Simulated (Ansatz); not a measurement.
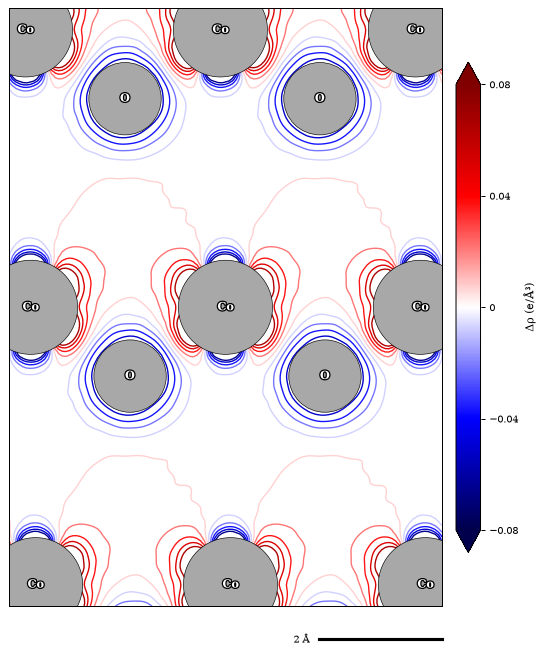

CoO. Difference of the valence pseudo-densities of two functionals at the same geometry, on the (011̄) plane of the calculation cell: one of LDA and r2SCAN less the other.

Both computed with Ansatz (plane waves, PAW), on the same k-point mesh. Grey discs cover the atomic cores.

**Which was subtracted from which, and what does the map show?**

It is LDA less r2SCAN. Against r2SCAN, LDA gives more density around Co (+0.018 e/Å³ on average at 1.0 Å from the nucleus), less density around O (−0.034 e/Å³ on average at 0.7 Å from the nucleus), more density in the space between the atoms (+0.006 e/Å³ on average) and a change of +0.039 e/Å³ at the midpoint of Co–O and +0.033 e/Å³ at the midpoint of Co–O.
